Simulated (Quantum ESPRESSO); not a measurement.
# SiC (Moissanite 3C): from Born charge to LO-TO splitting

Aim: work out the LO frequency and the static dielectric constant of SiC (Moissanite 3C) from one linear-response run, then check them.

Method: DFT PBE, scalar-relativistic, plane waves, PseudoDojo norm-conserving pseudopotentials, in Quantum ESPRESSO 7.5.

## Step 1: Set-up

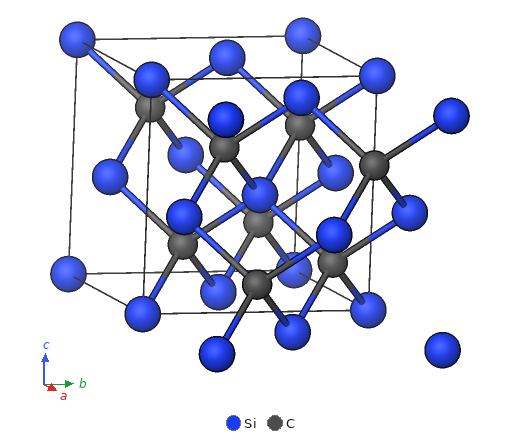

The cell as given, slightly off an axis (silicon blue, carbon dark grey). 2×1×1 cells are drawn. This picture shows the conventional cell, with its axes. Bonds to atoms that aren't drawn are left out. Some periodic images of atoms are drawn too.

Coordinates:

```xyz
2
Lattice="-2.1899 0.0000 2.1899 0.0000 2.1899 2.1899 -2.1899 2.1899 0.0000" Properties=species:S:1:pos:R:3 pbc="T T T"
Si    0.0000    0.0000    0.0000
C    -1.0950    1.0950    1.0950
```

This is the cell after its relaxation at this level of theory, not the database cell from which that began.

## Step 2: What the response run gave

A linear-response run on the relaxed cell, with the response to an electric field; only its zone-centre results are used. Cutoff 90 Ry, k mesh 12×12×12.

Output:

```text
[banners, grids, parts of the stress and lines that vanish by symmetry left out]
Program PHONON v.7.5
     Reading xml data from directory:

[...]
Exchange-correlation= PBE
                           (   1   4   3   4   0   0   0)
[...]
kinetic-energy cut-off    =      90.0000  Ry
     charge density cut-off    =     360.0000  Ry
     convergence threshold     =      1.0E-18
[...]
Exchange-correlation= PBE
                           (   1   4   3   4   0   0   0)
[...]
q = (   0.0000000   0.0000000   0.0000000 )
     25 Sym.Ops. (with q -> -q+G )
     G cutoff =  624.6847  (  16361 G-vectors)     FFT grid: ( 36, 36, 36)
     number of k points=    72
[...]
Mode symmetry, T_d (-43m)  point group:
[...]
Dielectric constant
[...]
End of electric fields calculation
          Dielectric constant in cartesian axis
          (       6.964883657      -0.000000000       0.000000000 )
          (      -0.000000000       6.964883657      -0.000000000 )
          (      -0.000000000      -0.000000000       6.964883657 )
          Effective charges (d Force / dE) in cartesian axis without acoustic sum rule applied (asr)
           atom    1  Si    Mean Z*:        2.68912
      Ex  (        2.68912       -0.00000       -0.00000 )
      Ey  (       -0.00000        2.68912        0.00000 )
      Ez  (       -0.00000        0.00000        2.68912 )
           atom    2  C     Mean Z*:       -2.69050
      Ex  (       -2.69050       -0.00000        0.00000 )
      Ey  (       -0.00000       -2.69050       -0.00000 )
      Ez  (        0.00000       -0.00000       -2.69050 )
          Effective charges Sum: Mean:       -0.00137
[...]
Effective charges (d Force / dE) in cartesian axis with asr applied:
           atom    1  Si    Mean Z*:        2.68981
[...]
atom    2  C     Mean Z*:       -2.68981
[...]
Representation #   1 modes #   1   2   3
[...]
End of self-consistent calculation
     Convergence has been achieved
     Representation #   2 modes #   4   5   6
[...]
End of self-consistent calculation
     Convergence has been achieved
[...]
Dielectric constant in cartesian axis
          (       6.964883657      -0.000000000       0.000000000 )
          (      -0.000000000       6.964883657      -0.000000000 )
          (      -0.000000000      -0.000000000       6.964883657 )
          Effective charges (d Force / dE) in cartesian axis without acoustic sum rule applied (asr)
           atom    1  Si    Mean Z*:        2.68912
      Ex  (        2.68912       -0.00000       -0.00000 )
      Ey  (       -0.00000        2.68912        0.00000 )
      Ez  (       -0.00000        0.00000        2.68912 )
           atom    2  C     Mean Z*:       -2.69050
      Ex  (       -2.69050       -0.00000        0.00000 )
      Ey  (       -0.00000       -2.69050       -0.00000 )
      Ez  (        0.00000       -0.00000       -2.69050 )
          Effective charges Sum: Mean:       -0.00137
[...]
Effective charges (d Force / dE) in cartesian axis with asr applied:
           atom    1  Si    Mean Z*:        2.68981
[...]
atom    2  C     Mean Z*:       -2.68981
[...]
q = (    0.000000000   0.000000000   0.000000000 )
[...]
freq (    1) =      -0.040703 [THz] =      -1.357719 [cm-1]
     freq (    2) =      -0.040703 [THz] =      -1.357719 [cm-1]
     freq (    3) =      -0.040703 [THz] =      -1.357719 [cm-1]
     freq (    4) =      23.294482 [THz] =     777.020287 [cm-1]
     freq (    5) =      23.294482 [THz] =     777.020287 [cm-1]
     freq (    6) =      23.294482 [THz] =     777.020287 [cm-1]
[...]
Mode symmetry, T_d (-43m)  point group:
     freq (   1-   3) =         -1.4  [cm-1]   --> T_2  G_15 P_4   I+R
     freq (   4-   6) =        777.0  [cm-1]   --> T_2  G_15 P_4   I+R

   JOB DONE.
```

| quantity | value |
| --- | --- |
| cell volume Ω (Å³) | 21.005 |
| mass of Si (u) | 28.085 |
| mass of C (u) | 12.011 |
| Born charge of Si, raw (e) | 2.689 |
| Born charge of C, raw (e) | -2.691 |
| ε∞ | 6.965 |
| ω(TO) after the sum rule (cm⁻¹) | 777.0 |

## Step 3: The calculation

The charges must sum to zero over the cell; taking off their mean, -0.001 e, leaves Z* = 2.690 e on Si. In the polar mode Si moves against C, so the reduced mass is μ = 28.09 × 12.01 / 40.10 = 8.413 u.

A longitudinal wave builds up a field that adds to the restoring force: ω(LO)² = ω(TO)² + 4π Z*² / (μ Ω ε∞), in Hartree atomic units. With μ = 15336 electron masses and Ω = 141.75 bohr³ the second term is 6.0049e-06 Ha², or 289250 cm⁻² (1 Ha = 219474.6 cm⁻¹).

So ω(LO) = √(603760 + 289250) = 945.0 cm⁻¹, and by the Lyddane-Sachs-Teller relation ε₀ = ε∞ (ω(LO)/ω(TO))² = 10.30.

## Step 4: Check against the program

The analysis program adds the same non-analytic term to the full matrix, here for q along (1 0 0).

Output:

```text
[banner, memory and clock lines left out]
Program DYNMAT v.7.5

     Reading Dynamical Matrix from file g.dyn
     ...Force constants read
     ...epsilon and Z* read

     Polarizability (A^3 units)
     multiply by 0.334639 for Clausius-Mossotti correction
         9.970403   -0.000000   -0.000000
        -0.000000    9.970403   -0.000000
         0.000000   -0.000000    9.970403

     IR activities are in (D/A)^2/amu units

# mode   [cm-1]    [THz]      IR
    1     -0.00   -0.0000    0.0000
    2     -0.00   -0.0000    0.0000
    3      0.00    0.0000    0.0000
    4    777.02   23.2946   19.8408
    5    777.02   23.2946   19.8408
    6    945.00   28.3303   19.8408
```

ε₀ comes from the program's run without a direction of q.

| quantity | by hand | program |
| --- | --- | --- |
| ω(LO) (cm⁻¹) | 945.0 | 945.0 |
| ε₀ | 10.30 | 10.30 |

## Step 5: What came out

| Quantity | Value |
| --- | --- |
| TO mode | 777.0 cm⁻¹ |
| LO mode | 945 cm⁻¹ |
| static dielectric constant | 10.30 |

The LO mode of SiC (Moissanite 3C) lies at 945 cm⁻¹, 168 cm⁻¹ above the TO mode; the formula meets the program within 0.1 cm⁻¹, as it must for a cubic crystal with one polar mode. ω(LO)² − ω(TO)² goes with Z*²/ε∞: an error of 5 % in ε∞ would move the LO mode by 7.3 cm⁻¹, and semilocal functionals tend to overestimate ε∞. These are harmonic values at zero temperature, at the volume of this functional, for the structure held cubic; stability elsewhere in the zone is no part of this calculation.

[Host names and launcher messages were left out of these logs when they were recorded.]

[Logs are printed without paths, hosts, clocks, repeated set-up lines and the standing remarks that a program may print on its own settings, such as how far it seeks lower states.]

[Hosts, paths, dates, database ids (printed as entryN), source tags and the programs' standing remarks are cut or masked in the printed files.]
